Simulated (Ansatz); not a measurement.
**Run report: Mo, single-point calculation (part 1 of 2)**

- system: Mo (slab, 5 atoms in the cell)
- method: DFT, LDA, all-electron LAPW, scalar-relativistic, no spin polarisation (Ansatz 0.2.0)

Figures and captions count atoms from 1; the log counts them from 0 in places.

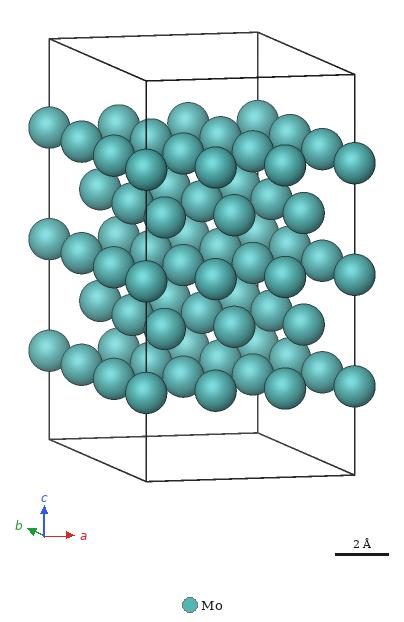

*The structure (spheres-only view of the 3 × 3 repeat of the cell, with the vacuum cut short, seen slightly off an axis). An atom can appear more than once, as a periodic image.*

**Input file**
```yaml
crystal:
  lattice:
    - [2.6943125793, 0.0, 0.0]
    - [-0.8981041931, 2.5402222606, 0.0]
    - [0.0, 0.0, 24.7996]
  atoms:
    - { symbol: Mo, position: [0.0, 0.0, 0.3225860896] }
    - { symbol: Mo, position: [0.5, 0.5, 0.4112930445] }
    - { symbol: Mo, position: [0.0, 0.0, 0.5] }
    - { symbol: Mo, position: [0.5, 0.5, 0.5887069555] }
    - { symbol: Mo, position: [0.0, 0.0, 0.6774139104] }
kpoints:
  mp_grid: { grid: [13, 13, 1] }
scf:
  occupations: { method: fermi_dirac, width: 0.05 }
hamiltonian:
  xc: lda
  pseudopotentials: { kind: all_electron, lapw: { basis_error: 0.001 } }
output:
  forces: true
  stress: true
  eigenvalues: true
  populations: true
  dos: { projected: true, de: 0.2, e_range: [-14, 8] }
efield:
  axis: 3
  amplitude: 0
  dipole_correction: true
```

Launch command:
```bash
ansatz run input.yaml --threads 2 --pin off --max-ram 4096MiB --backend cpu --events-out ev --progress --plain --runs-dir out
```

**Output**
```
Mo: projections on atomic orbitals take those of the free atom 1s2 2s2 2p6 3s2 3p6 3d10 4s2 4p6 4d5 5s1, of charge +0.00 (hamiltonian.pseudopotentials.projection_atoms)
LAPW: plane waves up to 8.222 Å⁻¹, error target 1.0e-3 eV per atom; small_component_spin mean_spin; Mo in spheres of 1.347 Å, 30 of its electrons in bands, Dirac shells [] (how accurate: hamiltonian.pseudopotentials.lapw.basis_error, Limitations)
Engine: ansatz 0.2.0, aarch64-unknown-linux-gnu
Pseudopotentials: kind: all_electron
Pseudopotential: Mo, LAPW, valence charge 30, lapw/all_electron/scalar/gaussian/Mo, Koelling and Harmon's equation, gaussian nucleus
Functional definition: SPW92
  exchange = slater_x
  correlation = pw_c
Crystal: 5 atoms, lattice volume = 169.732 Å³
Basis set: ecut = 257.53401167608195 eV, 1609 PW (Γ), exchange–correlation at level 2
Bands: 90, of which v1, the nominal top of the filled ones, is band 75 counted from 1 (74 counted from 0)
Symmetry: 4 space group operations
k-points: 49 of 169
Non-local potential: Mo, projectors of the file, none
Initial density: superposition of atomic densities (neutral atoms: chi_scale 0, normalization atom)
Initial wavefunctions: plane waves of lowest kinetic energy (no species holds an atomic orbital)
Functional: x = slater, c = lda
iter 1 solved again at ethr=1.39e-2 eV; its pass at ethr=1.00e-1 eV (dr2=2.08e1 eV) is discarded
SCF iter   1: F=—  HF=-550325.250210 eV  |F-HF|=—  |Δ(HF+E_count)|=         —  Δρ=4.22e-2  dr2=2.08e1  ethr=1.39e-2  p=0.000 e·Å  D=3.02e-14 V/Å  ΔV_dip=-0.00 eV  dr2_dipole=4.79e-12  V_vac-E_F(+/−)=6.47/6.47 eV  ⟨swp⟩=2.0  Hψ=25852  notcnv=0
efield: sawtooth ramp at fractional position 0.9500 (placed from the atoms, in the widest stretch of the axis that holds none; the zero of the levels goes with the place), width 0.1000; the density the first Hamiltonian is built on has a dipole p = 0.000 e·Å; the dipole correction subtracts the counter field D = 4.80e-13 V/Å, which shifts the + side's vacuum level by -0.00 eV against the − side's; the planar-averaged density in the ramp window peaks in size at 5.5e-6 e/Å³
preconditioner: auto → LDOS  [metal: Δε(μ)=0.021 eV  Ē_g=6.090 eV  σ=0.050 eV  W_gap=0.10  n_scr=48 (ndim 8)  ℏωp=15.6 eV  f_vac=0.516  D(μ)=4.99/eV (n_scr^D=18)  β→1.0]
SCF iter   2: F=—  HF=-550322.292553 eV  |F-HF|=—  |Δ(HF+E_count)|=    2.96e0  Δρ=1.91e-2  dr2=2.84e0  ethr=1.39e-2  p=0.000 e·Å  D=3.66e-8 V/Å  ΔV_dip=-0.00 eV  dr2_dipole=1.37e-8  V_vac-E_F(+/−)=4.94/4.94 eV  ⟨swp⟩=3.0  Hψ=12077  notcnv=0
iter 3 solved again at ethr=1.13e-4 eV; its pass at ethr=1.89e-3 eV (dr2=1.69e-1 eV) is discarded
SCF iter   3: F=—  HF=-550321.370749 eV  |F-HF|=—  |Δ(HF+E_count)|=   9.22e-1  Δρ=6.10e-3  dr2=1.70e-1  ethr=1.13e-4  p=0.000 e·Å  D=6.80e-7 V/Å  ΔV_dip=-0.00 eV  dr2_dipole=3.49e-10  V_vac-E_F(+/−)=5.20/5.20 eV  ⟨swp⟩=2.0  Hψ=23737  notcnv=0
SCF iter   4: F=—  HF=-550321.295300 eV  |F-HF|=—  |Δ(HF+E_count)|=         —  Δρ=1.92e-3  dr2=8.36e-3  ethr=1.13e-4  p=-0.000 e·Å  D=-2.45e-8 V/Å  ΔV_dip=0.00 eV  dr2_dipole=2.98e-10  V_vac-E_F(+/−)=5.02/5.02 eV  ⟨swp⟩=3.0  Hψ=14406  notcnv=0
the basis was enlarged: its passes take 1.9 MiB over the memory plan, 2 of 2 planned eigensolver slots
SCF iter   5: F=—  HF=-550321.293913 eV  |F-HF|=—  |Δ(HF+E_count)|=   1.39e-3  Δρ=6.24e-4  dr2=1.57e-3  ethr=5.57e-6  p=0.000 e·Å  D=3.97e-8 V/Å  ΔV_dip=-0.00 eV  dr2_dipole=3.35e-12  V_vac-E_F(+/−)=4.99/4.99 eV  ⟨swp⟩=3.0  Hψ=13724  notcnv=0
SCF iter   6: F=—  HF=-550321.293632 eV  |F-HF|=—  |Δ(HF+E_count)|=   2.81e-4  Δρ=1.77e-4  dr2=9.04e-5  ethr=1.05e-6  p=0.000 e·Å  D=2.92e-8 V/Å  ΔV_dip=-0.00 eV  dr2_dipole=2.11e-13  V_vac-E_F(+/−)=4.97/4.97 eV  ⟨swp⟩=2.3  Hψ=13220  notcnv=0
SCF iter   7: F=—  HF=-550321.293641 eV  |F-HF|=—  |Δ(HF+E_count)|=   9.04e-6  Δρ=5.98e-5  dr2=1.63e-5  ethr=6.03e-8  p=0.000 e·Å  D=4.08e-9 V/Å  ΔV_dip=-0.00 eV  dr2_dipole=9.54e-16  V_vac-E_F(+/−)=4.95/4.95 eV  ⟨swp⟩=2.2  Hψ=13219  notcnv=0
SCF iter   8: F=—  HF=-550321.293643 eV  |F-HF|=—  |Δ(HF+E_count)|=   1.89e-6  Δρ=1.66e-5  dr2=3.04e-6  ethr=1.09e-8  p=0.000 e·Å  D=8.21e-9 V/Å  ΔV_dip=-0.00 eV  dr2_dipole=1.81e-13  V_vac-E_F(+/−)=4.95/4.95 eV  ⟨swp⟩=3.0  Hψ=13937  notcnv=0
SCF iter   9: F=—  HF=-550321.293643 eV  |F-HF|=—  |Δ(HF+E_count)|=   5.35e-7  Δρ=3.80e-6  dr2=1.05e-7  ethr=2.03e-9  p=-0.000 e·Å  D=-3.49e-9 V/Å  ΔV_dip=0.00 eV  dr2_dipole=9.34e-15  V_vac-E_F(+/−)=4.94/4.94 eV  ⟨swp⟩=3.0  Hψ=13726  notcnv=0
SCF iter  10: F=-550321.293643 eV  HF=-550321.293643 eV  |F-HF|=1.08e-8  |Δ(HF+E_count)|=   3.11e-8  Δρ=1.55e-6  dr2=1.77e-8  ethr=7.02e-11  p=0.000 e·Å  D=3.47e-9 V/Å  ΔV_dip=-0.00 eV  dr2_dipole=5.90e-15  V_vac-E_F(+/−)=4.94/4.94 eV  ⟨swp⟩=3.0  Hψ=13833  notcnv=0
SCF 1 converged in 10 iterations: F = -550321.293643 eV  dr2 = 1.77e-8
```

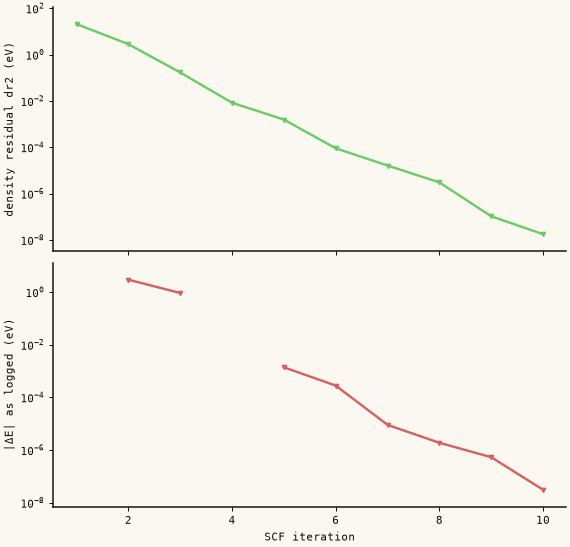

*Convergence of the self-consistent field: density residual dr2 and size of the energy change against the SCF iteration.*

The residual falls at every step.

```
SCF converged after 10 iterations
Free energy (F): -550321.293643 eV
Harris-Foulkes:  -550321.293643 eV  (|F-HF|=1.08e-8)
Internal energy: -550321.255392 eV  (E = F + TS)
E sigma→0 (E₀):  -550321.274517 eV
Entropy (-TS):   -0.038251 eV (-7.650 meV/atom)
Fermi energy:    8.088396 eV
Dipole field:    D = 0.000000 V/Å  (p = 0.000000 e·Å, saw-weighted, corrected)
Work function:   Φ+ = 4.9429 eV   Φ− = 4.9429 eV
Levels:          The Fermi level and band energies are counted from a zero that moves with the ramp; work functions are not
--- Per-component energies (eV) ---
  E_band       = -22678.506162
  E_kinetic    = 570123.139202
  E_xc         = -16281.002174
  E_efield     = 0.000000  (sawtooth field / dipole correction)
  E_electrostatic = -1104163.392419  (all electrons and nuclei)
  E_smearing   = -0.038251  (= −TS)
  E_closure    = 0.000000  (closes the sum)
  E_atoms      = -550263.201634  (free atoms, spherical and without spin; not in F)
  Σ components = -550321.293643   (vs F -550321.293643, Δ=0.00e0)
  Basis errors (estimates in eV, not in F): energy 2.9e-4 per atom: plane waves 2.6e-4 (1.4e-4 summed), levels above the bands 2.4e-40, relativity 6.7e-9, radial functions 3.0e-5, core shells 2.4e-7; eigenvalues (radial functions only) 1.0e-6; not estimated: angular momenta, meshes, grids; target (lapw.basis_error) 1.0e-3; muffin-tin radii Mo 1.347 Å
--- Forces (eV/Å), atoms counted from 1 ---
  atom   1  Mo     0.00000000    -0.00000000     0.65554586
  atom   2  Mo    -0.00000000     0.00000000    -0.65116514
  atom   3  Mo     0.00000000    -0.00000000     0.00000139
  atom   4  Mo     0.00000000    -0.00000000     0.65116357
  atom   5  Mo    -0.00000000     0.00000000    -0.65554550
  max |Σ_I F_I| component: 1.85e-7 eV/Å
--- Stress (GPa, compression-positive) ---
       -4.762706       0.408539      -0.000000
        0.408539      -4.473825       0.000000
       -0.000000       0.000000      -2.740699
  P = ⅓ Tr σ = -3.9924 GPa (-39.924 kbar)
--- Band table (eV; the first three rows and the last of 49) ---
  k-point 0: bands = ["-367.2370", "-367.2370", "-367.2339", "-367.2339", "-367.2277", "-367.2277", "-367.1861", "-367.1772", "-367.1670", "-367.0878", "-367.0878", "-367.0757", "-367.0757", "-367.0583", "-367.0583", "-209.8149", "-209.8149", "-209.8127", "-209.8127", "-209.7853", "-209.7853", "-209.7805", "-209.7805", "-209.7794", "-209.7794", "-209.7590", "-209.7574", "-209.7335", "-209.7232", "-209.7173", "-209.6552", "-209.6552", "-209.6417", "-209.6417", "-209.6339", "-209.6339", "-209.6209", "-209.6209", "-209.6079", "-209.6079", "-53.1135", "-53.0367", "-52.8981", "-52.7630", "-52.7566", "-27.8033", "-27.4826", "-27.0460", "-26.8116", "-26.6831", "-26.6718", "-26.4756", "-26.4195", "-26.4031", "-26.4023", "-26.3629", "-26.2828", "-26.2680", "-26.1416", "-26.1416", "1.0272", "1.9734", "2.5925", "2.9981", "3.0587", "4.5637", "5.0065", "5.6222", "6.1579", "6.4644", "6.4671", "6.5230", "6.6075", "6.9504", "7.2339", "7.9845", "8.4272", "9.1775", "9.3388", "9.4311", "9.4937", "9.5504", "9.7368", "9.8014", "9.8546", "9.8751", "10.1072", "10.3954", "10.4782", "11.1471"]
  k-point 1: bands = ["-367.2370", "-367.2370", "-367.2339", "-367.2339", "-367.2277", "-367.2277", "-367.1861", "-367.1772", "-367.1670", "-367.0878", "-367.0878", "-367.0757", "-367.0757", "-367.0583", "-367.0583", "-209.8149", "-209.8149", "-209.8127", "-209.8127", "-209.7853", "-209.7853", "-209.7805", "-209.7805", "-209.7794", "-209.7794", "-209.7590", "-209.7574", "-209.7335", "-209.7232", "-209.7173", "-209.6552", "-209.6552", "-209.6417", "-209.6417", "-209.6339", "-209.6339", "-209.6209", "-209.6209", "-209.6079", "-209.6079", "-53.1012", "-53.0267", "-52.8910", "-52.7556", "-52.7497", "-27.7797", "-27.4763", "-27.0711", "-26.8364", "-26.7171", "-26.6853", "-26.4737", "-26.4561", "-26.4382", "-26.4337", "-26.3958", "-26.3077", "-26.2999", "-26.1731", "-26.1728", "1.2250", "2.1594", "2.7837", "3.1918", "3.2568", "4.6212", "5.0484", "5.6530", "6.1807", "6.2384", "6.3499", "6.4433", "6.7309", "6.9127", "7.1854", "8.0080", "8.2703", "8.7396", "9.0751", "9.1715", "9.5010", "9.5264", "9.6889", "9.7930", "9.9344", "9.9718", "10.2449", "10.5033", "10.7569", "11.4700"]
```
